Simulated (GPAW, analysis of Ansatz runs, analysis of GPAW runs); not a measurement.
# Charge-transition level of the Ti on the Ga site in GaAs (PBE) (GPAW), part 3 of 4

Subject: Ti on the Ga site in GaAs. Wanted: its charge-transition level, in one set-up (PBE, plane waves 500 eV, 32-site cell, PBE lattice, k: the single point 1/4 1/4 1/4 then 2x2x2 shifted, dielectric constants 10.9 and 12.9 (handbook)). The model is a cell of 32 host atoms with 1 Ga taken out and 1 Ti put in. The level is the Fermi energy at which two charge states have equal formation energy, after a correction for the images of the charge. A local or semilocal functional is the cheapest first rung.

GPAW 26.7.0; PBE, plane waves 500 eV, 32-site cell, PBE lattice, k: the single point 1/4 1/4 1/4 then 2x2x2 shifted, dielectric constants 10.9 and 12.9 (handbook).

So far: The structure; Relaxation, charge +1; Single point, charge +1.

**4. Relaxation, charge 0**

Level of this step: GPAW plane-wave PAW DFT, PBE; relaxation of all atoms of a defect supercell (GPAW).

run.py

```python
import numpy as np
from ase.io import read, write
from ase.parallel import parprint, world
from gpaw import GPAW, PW
from ase.optimize import BFGS

atoms = read('POSCAR')
magmoms = np.zeros(len(atoms))
magmoms[[6]] = 1 / 1
atoms.set_initial_magnetic_moments(magmoms)
calc = GPAW(mode=PW(500),
            xc='PBE',
            kpts=[[0.25, 0.25, 0.25]],
            occupations={'name': 'fermi-dirac', 'width': 0.01, 'fixmagmom': True},
            nbands=77,
            convergence={'density': 1e-05, 'forces': 0.001},
            maxiter=150,
            symmetry='off',
            txt='gpaw.txt')
atoms.calc = calc
opt = BFGS(atoms, trajectory='relax.traj', logfile='-')
done = opt.run(fmax=0.02, steps=80)
parprint('Converged:', done)
energy = atoms.get_potential_energy()
forces = atoms.get_forces()
parprint(f'Energy: {energy:.6f} eV, largest force {np.linalg.norm(forces, axis=1).max():.4f} eV/A')
calc.write('gs.gpw')
write('final.xyz', atoms)
parprint('Moments:', atoms.get_magnetic_moments().round(3))
for s in range(calc.get_number_of_spins()):
    parprint('Levels (eV), spin', s, calc.get_eigenvalues(kpt=0, spin=s)[-16:].round(3))
```

POSCAR

```
Ga Ti Ga As
 1.0000000000000000
    -5.7666910817914703    5.7666910817914712   -5.7666910817914774
     5.7666910817914729    5.7666910817914792    5.7666910817914951
     5.7666910817914765   -5.7666910817914800   -5.7666910817914951
 Ga  Ti  Ga  As 
   6   1   9  16
Direct
  0.0041585962058186  0.0057356809305381  0.0020150735415704
  0.0009112314014345  0.2485781974333317  0.7452067730590126
[... 3 atom lines left out ...]
  0.2454018060223818  0.2454797356300554  0.4943957342728522
  0.2529951017515329  0.4982681088995926  0.2535528727273749
[... 1 atom line left out ...]
  0.4945010742420112 -0.0015371311361930  0.4957588992271355
  0.4966714521548693  0.2527944424706005  0.2498631338550215
  0.4961002145159555  0.5004180821746508 -0.0043127002213337
  0.5016150374005572  0.7461419795077590  0.7472594702660962
[... 3 atom lines left out ...]
  0.7533592289693893  0.7495385812619745  0.4972969503290083
[... 2 atom lines left out ...]
  0.0018266167656818  0.5024079327185236  0.2468454404567751
[... 2 atom lines left out ...]
  0.2464374745911846  0.2440568301859071  0.2457354535065175
  0.2537087093702838  0.4979475896753655  0.0020760644054434
[... 4 atom lines left out ...]
  0.5059183439404087  0.7515889339648690  0.5026998176765088
[... 3 atom lines left out ...]
  0.7456218071403767  0.7445555645240846  0.2484170285388775
```

The run is started by

```sh
$ OMP_NUM_THREADS=1 mpirun -n 4 gpaw python run.py > stdout
```

The program printed:

```text
__  _  _
 | _ |_)|_||  |
 |__||  | ||/\| - 26.7.0

Input parameters:
  mode=PW(ecut=500.0),
  convergence={'density': 1e-05, 'forces': 0.001},
  kpts=KPoints(kpts=array([[0.25, 0.25, 0.25]])),
  maxiter=150,
  nbands=77,
  occupations=Occupations(name='fermi-dirac', width=0.01, fixmagmom=True),
  symmetry=Symmetry(point_group=False, time_reversal=False),
  xc=XC(name='PBE')

Diagonalizing LCAO Hamiltonian
Converting LCAO to pw mode

                                 As
                               Ga

                                    Ga
                          As
                       Ga      As
                            ATi
                   As            As
                Ga  Ga        Ga  Ga
                        As             As
                      Ga            Ga
            As            As  As
                 As        Ga
               Ga              AGa
                       As    Ga
                    Ga
                        As  As
                          Ga

Atoms  # Å, Bohr magnetons
|    | symbol |         x |         y |         z |    initial magnetic moments |
|----|--------|-----------|-----------|-----------|-----------------------------|
|  0 |     Ga |  0.020715 |  0.045437 | -0.002526 | ( 0.0000,  0.0000,  0.0000) |
|  1 |     Ga |  5.725596 | -2.858649 | -2.869158 | ( 0.0000,  0.0000,  0.0000) |
|  2 |     Ga |  5.793245 | -0.040479 | -0.012504 | ( 0.0000,  0.0000,  0.0000) |
|  3 |     Ga |  5.798786 |  2.885171 |  2.921642 | ( 0.0000,  0.0000,  0.0000) |
|  4 |     Ga |  2.927400 | -2.901844 | -5.781421 | ( 0.0000,  0.0000,  0.0000) |
|  5 |     Ga |  2.851477 | -0.020265 | -2.850578 | ( 0.0000,  0.0000,  0.0000) |
|  6 |     Ti |  2.876575 |  2.870142 | -0.047747 | ( 0.0000,  0.0000,  1.0000) |
|  7 |     Ga |  2.897999 |  5.789103 |  2.925571 | ( 0.0000,  0.0000,  0.0000) |
|  8 |     Ga | -0.001611 | -0.016118 | -5.719388 | ( 0.0000,  0.0000,  0.0000) |
|  9 |     Ga |  0.034520 |  2.881055 | -2.847247 | ( 0.0000,  0.0000,  0.0000) |
| 10 |     Ga |  0.000030 |  5.771483 |  0.049770 | ( 0.0000,  0.0000,  0.0000) |
| 11 |     Ga |  5.719326 |  2.886215 | -2.899103 | ( 0.0000,  0.0000,  0.0000) |
| 12 |     Ga | -2.835323 |  2.869457 | -5.765703 | ( 0.0000,  0.0000,  0.0000) |
| 13 |     Ga | -2.871629 |  5.738659 | -2.843635 | ( 0.0000,  0.0000,  0.0000) |
| 14 |     Ga |  2.912123 |  2.880246 | -5.807462 | ( 0.0000,  0.0000,  0.0000) |
| 15 |     Ga |  2.845725 |  5.798990 | -2.889790 | ( 0.0000,  0.0000,  0.0000) |
| 16 |     As |  4.353117 | -4.299072 | -4.357225 | ( 0.0000,  0.0000,  0.0000) |
| 17 |     As |  4.322892 | -1.429707 | -1.393172 | ( 0.0000,  0.0000,  0.0000) |
| 18 |     As |  4.310179 |  1.484283 |  1.463216 | ( 0.0000,  0.0000,  0.0000) |
| 19 |     As |  4.329793 |  4.295043 |  4.364751 | ( 0.0000,  0.0000,  0.0000) |
| 20 |     As |  1.420553 | -1.441630 | -4.370339 | ( 0.0000,  0.0000,  0.0000) |
| 21 |     As |  1.403352 |  1.411449 | -1.430809 | ( 0.0000,  0.0000,  0.0000) |
| 22 |     As |  1.420422 |  4.322598 |  1.396478 | ( 0.0000,  0.0000,  0.0000) |
| 23 |     As |  7.251633 |  1.433708 | -1.465429 | ( 0.0000,  0.0000,  0.0000) |
| 24 |     As | -1.423713 |  1.479473 | -4.297658 | ( 0.0000,  0.0000,  0.0000) |
| 25 |     As | -1.484016 |  4.305826 | -1.423269 | ( 0.0000,  0.0000,  0.0000) |
| 26 |     As |  4.327279 |  1.397795 | -4.301151 | ( 0.0000,  0.0000,  0.0000) |
| 27 |     As |  4.315621 |  4.352741 | -1.482208 | ( 0.0000,  0.0000,  0.0000) |
| 28 |     As | -4.315272 |  4.307210 | -4.279325 | ( 0.0000,  0.0000,  0.0000) |
| 29 |     As |  1.420166 |  1.486801 | -7.209301 | ( 0.0000,  0.0000,  0.0000) |
| 30 |     As |  1.452779 |  4.335256 | -4.372682 | ( 0.0000,  0.0000,  0.0000) |
| 31 |     As |  1.426396 |  7.160848 | -1.438693 | ( 0.0000,  0.0000,  0.0000) |

Unit cell  # Å
| periodic |         x |         y |         z |  lengths |     angles |
|----------|-----------|-----------|-----------|----------|------------|
|      yes | -5.766691 |  5.766691 | -5.766691 | 9.988202 | 109.471221 |
|      yes |  5.766691 |  5.766691 |  5.766691 | 9.988202 | 109.471221 |
|      yes |  5.766691 | -5.766691 | -5.766691 | 9.988202 | 109.471221 |

Number of symmetries: 1
Symmetry operations  # r_c * U_cc + t_c -> r_c
|   | kind |            matrix            |
|---|------|------------------------------|
| 0 |  E   |  1, 0, 0,  0, 1, 0,  0, 0, 1 |

BZ-sampling:
  Number of BZ points: 1
  Number of IBZ points: 1

K-points  # in reciprocal-cell coordinates
|   |                                coordinates |     weight |
|---|--------------------------------------------|------------|
| 0 | (  0.25000000,   0.25000000,   0.25000000) | 1.00000000 |

Plane wave coefficients: 19512
Cutoff: 500.0 eV

Spin-components: 2 (collinear spins)
Bands:           77
Projectors:      161
Spin-degeneracy: 1
Datatype:        complex128

Density:
  Valence electrons: 137.0
  Components: 2
  Grid points: [54 54 54]
  Charge: 0.0  # |e|

Potential:
  Grid points: [54 54 54]

species:
  Ga:
    name:    Gallium
    Z:       31.0
    valence: 3
    core:    28
    charge:  0.0  # [|e|]
    compensation charges:
      type: gauss
      rc: 0.37  # [Å]
      lmax: 2
    cutoffs:
      filter: 2.06  # [Å]
      core: 4.17  # [Å]
    projectors
    | kind |    occ | energy [eV] | rcut [Å] |
    |------|--------|-------------|----------|
    |   4s |  2.000 |      -8.945 |    1.164 |
    |   4p |  1.000 |      -2.580 |    1.164 |
    |    s |        |      18.266 |    1.164 |
    |    p |        |      24.631 |    1.164 |
    |    d |        |       0.000 |    1.164 |

    Using partial waves for Ga as LCAO basis

  Ti:
    name:    Titanium
    Z:       22.0
    valence: 12
    core:    10
    charge:  0.0  # [|e|]
    compensation charges:
      type: gauss
      rc: 0.38  # [Å]
      lmax: 2
    cutoffs:
      filter: 2.23  # [Å]
      core: 1.02  # [Å]
    projectors
    | kind |    occ | energy [eV] | rcut [Å] |
    |------|--------|-------------|----------|
    |   3s |  2.000 |     -62.623 |    1.270 |
    |   4s |  2.000 |      -4.466 |    1.270 |
    |   3p |  6.000 |     -38.862 |    1.058 |
    |   4p |  0.000 |      -1.466 |    1.058 |
    |   3d |  2.000 |      -4.258 |    1.058 |
    |    d |        |      22.953 |    1.058 |

    Using partial waves for Ti as LCAO basis

  As:
    name:    Arsenic
    Z:       33.0
    valence: 5
    core:    28
    charge:  0.0  # [|e|]
    compensation charges:
      type: gauss
      rc: 0.33  # [Å]
      lmax: 2
    cutoffs:
      filter: 1.87  # [Å]
[...]
SCF iterations
|iter     | |      energy | eigst |  dens |force |  magmom |
|---------|-|-------------|-------|-------|------|---------|
|iter:   1| | -133.519720c| -4.84 |       |      |  +1.0000|
[...]
|iter:   4| | -133.519575c| -6.56 | -3.76 |      |  +1.0000|
|iter:   5| | -133.519574c| -6.93 | -4.11 |      |  +1.0000|
|iter:   6| | -133.519575c| -6.87 | -4.42 |      |  +1.0000|
|iter:   7| | -133.519574c| -7.27 | -4.54 |      |  +1.0000|
|iter:   8| | -133.519574c| -7.93c| -4.90 |      |  +1.0000|
|iter:   9| | -133.519574c| -7.97c| -5.19c|-1.65 |  +1.0000|
|iter:  10| | -133.519574c| -8.46c| -5.60c|-3.91c|  +1.0000|

Converged in 10 steps
SCF loop duration: 34.530 s (3.453 s/step)
Energy contributions relative to reference atoms: (reference = -1800541.664818)

Energy contributions:
  Kinetic:         320.577711
  Coulomb:        -286.399754
  Zero:              0.173543
  External:          0.000000
  Xc:             -167.870983
  Entropy:          -0.000184
  Spinorbit:         0.000000
  ----------------------------
  Free energy:    -133.519667
  Extrapolated:   -133.519574

dipole moment: (0.201820, -0.195696, -191.624772)  # |e|*Ang

Total magnetic moment: (0.000000, 0.000000, 1.000000)

Local magnetic moments
|        x |        y |         z |
|----------|----------|-----------|
[...]
Fermi levels: 5.035, 4.204
Eigenvalues  # (at kpt = [0.250, 0.250, 0.250])
| band index |      eig [eV] | occ [0-1] |      eig [eV] | occ [0-1] |
|------------|---------------|-----------|---------------|-----------|
[...]
|        ... |               |           |               |           |
[...]
Gap: 0.135 eV
Transition (v -> c):
  (s=0, k=0, n=68, [0.25, 0.25, 0.25]) -> (s=0, k=0, n=69, [0.25, 0.25, 0.25])
No difference between direct/indirect transitions

Forces  # eV/Ang
|        x |        y |        z |
|----------|----------|----------|
[...]
Ga As

                                     Ga
                           As
                        Ga
                             As As
                             Ti
                 Ga As         Ga As
                     Ga            Ga  As
                      Ga As          Ga
             As            As As
                            Ga
                  As            As
               Ga            Ga  Ga
                       As
                     Ga
                         As As
                          Ga

Atoms  # Å, Bohr magnetons
|    | symbol |         x |         y |         z |    initial magnetic moments |
|----|--------|-----------|-----------|-----------|-----------------------------|
[...]
|  6 |     Ti |  2.886154 |  2.882149 |  0.005942 | ( 0.0000,  0.0000,  0.6242) |
[...]
|  8 |     Ga |  0.005963 |  0.002940 | -5.766057 | ( 0.0000,  0.0000, -0.0008) |
|  9 |     Ga | -0.008261 |  2.873880 | -2.892257 | ( 0.0000,  0.0000,  0.0071) |
| 10 |     Ga | -0.001111 |  5.772130 |  0.009796 | ( 0.0000,  0.0000, -0.0008) |
| 11 |     Ga |  5.776825 |  2.892255 | -2.892307 | ( 0.0000,  0.0000,  0.0071) |
| 12 |     Ga | -2.880200 |  2.879552 | -5.756809 | ( 0.0000,  0.0000,  0.0019) |
| 13 |     Ga | -2.873512 |  5.752967 | -2.865012 | ( 0.0000,  0.0000,  0.0071) |
| 14 |     Ga |  2.883293 |  2.882370 | -5.759177 | ( 0.0000,  0.0000, -0.0014) |
| 15 |     Ga |  2.896472 |  5.783267 | -2.894734 | ( 0.0000,  0.0000,  0.0072) |
[...]
| 24 |     As | -1.449407 |  1.437780 | -4.327736 | ( 0.0000,  0.0000,  0.0002) |
| 25 |     As | -1.435282 |  4.314948 | -1.427995 | ( 0.0000,  0.0000,  0.0002) |
| 26 |     As |  4.322414 |  1.439806 | -4.322455 | ( 0.0000,  0.0000,  0.0004) |
| 27 |     As |  4.327580 |  4.330246 | -1.454394 | ( 0.0000,  0.0000, -0.0120) |
| 28 |     As | -4.313310 |  4.324618 | -4.330221 | ( 0.0000,  0.0000,  0.0002) |
| 29 |     As |  1.443089 |  1.442722 | -7.200238 | ( 0.0000,  0.0000,  0.0004) |
| 30 |     As |  1.444051 |  4.325447 | -4.324119 | ( 0.0000,  0.0000,  0.0004) |
| 31 |     As |  1.455779 |  7.206308 | -1.424029 | ( 0.0000,  0.0000,  0.0003) |

Unit cell  # Å
| periodic |         x |         y |         z |  lengths |     angles |
|----------|-----------|-----------|-----------|----------|------------|
|      yes | -5.766691 |  5.766691 | -5.766691 | 9.988202 | 109.471221 |
|      yes |  5.766691 |  5.766691 |  5.766691 | 9.988202 | 109.471221 |
|      yes |  5.766691 | -5.766691 | -5.766691 | 9.988202 | 109.471221 |

Initialization done in: 1.689 s

convergence criteria:
- Maximum integral of absolute [dens]ity change: 1e-05 electrons / valence electron
- Maximum change in the atomic [forces] across last 2 cycles: 0.001 eV/Ang OR
Maximum error relative to the maximum force is below inf
- Maximum [total energy] change in last 3 cyles: 0.0005 eV / valence electron
- Maximum integral of absolute [eigenst]ate change: 4e-08 eV^2 / valence electron
maximum number of iterations: 150

SCF iterations
|iter     | |      energy | eigst |  dens |force |  magmom |
|---------|-|-------------|-------|-------|------|---------|
|iter:   1| | -133.519726c| -5.64 |       |      |  +1.0000|
|iter:   2| | -133.519721c| -6.91 | -3.68 |      |  +1.0000|
|iter:   3| | -133.519704c| -6.74 | -3.74 |      |  +1.0000|
|iter:   4| | -133.519700c| -7.07 | -4.05 |      |  +1.0000|
|iter:   5| | -133.519700c| -7.27 | -4.47 |      |  +1.0000|
|iter:   6| | -133.519700c| -7.50c| -4.69 |      |  +1.0000|
|iter:   7| | -133.519700c| -7.71c| -4.84 |      |  +1.0000|
|iter:   8| | -133.519700c| -8.52c| -5.18c|-1.85 |  +1.0000|
|iter:   9| | -133.519700c| -8.68c| -5.55c|-3.75c|  +1.0000|

Converged in 9 steps
SCF loop duration: 30.627 s (3.403 s/step)
Energy contributions relative to reference atoms: (reference = -1800541.664818)

Energy contributions:
  Kinetic:         320.581553
  Coulomb:        -286.402738
  Zero:              0.173537
  External:          0.000000
  Xc:             -167.871960
  Entropy:          -0.000184
  Spinorbit:         0.000000
  ----------------------------
  Free energy:    -133.519792
  Extrapolated:   -133.519700

dipole moment: (0.206741, -0.141500, -191.559292)  # |e|*Ang

Total magnetic moment: (0.000000, 0.000000, 1.000000)

Local magnetic moments
|        x |        y |         z |
|----------|----------|-----------|
[...]
Fermi levels: 5.035, 4.204
Eigenvalues  # (at kpt = [0.250, 0.250, 0.250])
| band index |      eig [eV] | occ [0-1] |      eig [eV] | occ [0-1] |
|------------|---------------|-----------|---------------|-----------|
[...]
|        ... |               |           |               |           |
[...]
|         69 |         5.102 |     0.001 |         5.713 |     0.000 |
|         70 |         5.703 |     0.000 |         5.735 |     0.000 |
|         71 |         5.705 |     0.000 |         5.736 |     0.000 |
|         72 |         5.705 |     0.000 |         5.873 |     0.000 |
|         73 |         5.982 |     0.000 |         5.994 |     0.000 |
|         74 |         5.986 |     0.000 |         6.178 |     0.000 |
|         75 |         5.987 |     0.000 |         6.179 |     0.000 |
|         76 |         6.116 |     0.000 |         6.220 |     0.000 |

Gap: 0.135 eV
Transition (v -> c):
  (s=0, k=0, n=68, [0.25, 0.25, 0.25]) -> (s=0, k=0, n=69, [0.25, 0.25, 0.25])
No difference between direct/indirect transitions

Forces  # eV/Ang
|        x |        y |        z |
|----------|----------|----------|
[...]
| -0.00174 | -0.01033 |  0.00146 |  # As  24
| -0.00564 | -0.00117 |  0.00566 |  # As  25
|  0.00132 |  0.00359 |  0.00100 |  # As  26
|  0.00174 | -0.00336 | -0.00387 |  # As  27
|  0.00024 |  0.00914 |  0.00298 |  # As  28
|  0.00460 |  0.00154 |  0.00121 |  # As  29
|  0.00344 |  0.00267 |  0.00411 |  # As  30
|  0.00698 | -0.00034 | -0.00594 |  # As  31

# Writing to gs.gpw (mode='')
```

It took 13 min on 4 MPI ranks of Arm Neoverse V1, shared host; peak memory 1.8 GiB.

Relaxation path:

```csv
step,energy less that of the first step (eV)
0,0.0000
1,-0.1366
2,-0.3441
3,-0.3482
4,-0.3589
5,-0.3623
6,-0.3647
7,-0.3668
8,-0.3691
9,-0.3705
10,-0.3712
11,-0.3719
12,-0.3728
13,-0.3735
14,-0.3738
15,-0.3739
```

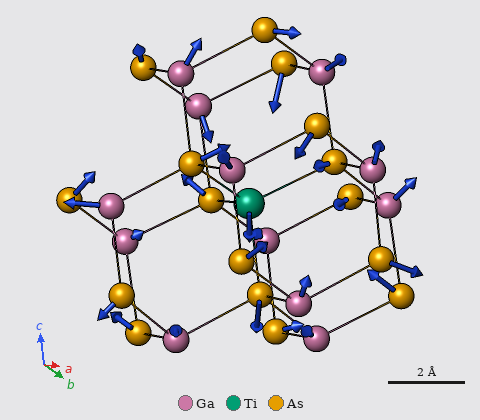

Displacements in the relaxation near the centre, exaggerated; the longest in the cell stands for 0.07 Å.

The atoms that moved most (Å):

```csv
atom,dx,dy,dz,length
As23,0.020,0.005,0.068,0.071
As24,-0.048,0.018,0.037,0.063
Ga10,-0.043,-0.007,-0.045,0.063
Ga12,0.057,0.006,0.007,0.058
As25,-0.026,-0.042,-0.030,0.057
Ga15,-0.029,0.002,0.048,0.056
As32,0.029,0.045,0.015,0.056
Ti7,0.010,0.012,0.054,0.056
```

The relaxed structure:

```xyz
32
Lattice="-5.7667 5.7667 -5.7667 5.7667 5.7667 5.7667 5.7667 -5.7667 -5.7667" Properties=species:S:1:pos:R:3 pbc="T T T"
Ga   -0.0040   -0.0025    0.0047
Ga    5.7548   -2.8710   -2.8628
Ga    5.7686   -0.0078    0.0060
Ga    5.7803    2.8728    2.9049
Ga    2.8845   -2.8833   -5.7703
Ga    2.8682   -0.0155   -2.8942
Ti    2.8862    2.8821    0.0059
Ga    2.8762    5.7768    2.9055
Ga    0.0060    0.0029   -5.7661
Ga   -0.0083    2.8739   -2.8923
Ga   -0.0011    5.7721    0.0098
Ga    5.7768    2.8923   -2.8923
Ga   -2.8802    2.8796   -5.7568
Ga   -2.8735    5.7530   -2.8650
Ga    2.8833    2.8824   -5.7592
Ga    2.8965    5.7833   -2.8947
As    4.3278   -4.3085   -4.3335
As    4.3100   -1.4408   -1.4263
As    4.3300    1.4367    1.4649
As    4.3261    4.3224    4.3373
As    1.4393   -1.4587   -4.3346
As    1.4396    1.4375   -1.4515
As    1.4403    4.3278    1.4643
As    7.2037    1.4520   -1.4285
As   -1.4494    1.4378   -4.3277
As   -1.4353    4.3149   -1.4280
As    4.3224    1.4398   -4.3225
As    4.3276    4.3302   -1.4544
As   -4.3133    4.3246   -4.3302
As    1.4431    1.4427   -7.2002
As    1.4441    4.3254   -4.3241
As    1.4558    7.2063   -1.4240
```

Neighbours of Ti7 at the end:

```csv
atom,distance (Å)
As19,2.511
As22,2.511
As23,2.511
As28,2.511
Ga3,4.082
Ga9,4.083
Ga1,4.083
Ga11,4.085
Ga12,4.093
Ga14,4.095
Ga10,4.096
Ga4,4.096
Ga8,4.097
Ga2,4.098
Ga6,4.100
Ga16,4.103
```

This step gave:

```
total moment : 1.000 μB
```

From the first step to the last the energy fell by 0.374 eV, and the largest move was 0.07 Å (As23). Judged within 0.08 Å, the space group went from P1 to I-43m.

(Part 3 of 4 ends here.)

[Logs are printed without paths, hosts, clocks, repeated set-up lines and the standing remarks that a program may print on its own settings, such as how far it seeks lower states.]

[Hosts, paths, dates, database ids (printed as entryN), source tags and the programs' standing remarks are cut or masked in the printed files.]

[For some hosts the program warned that the k-mesh of the response run may be too coarse for force constants and the static dielectric constant; such warnings are not shown here.]
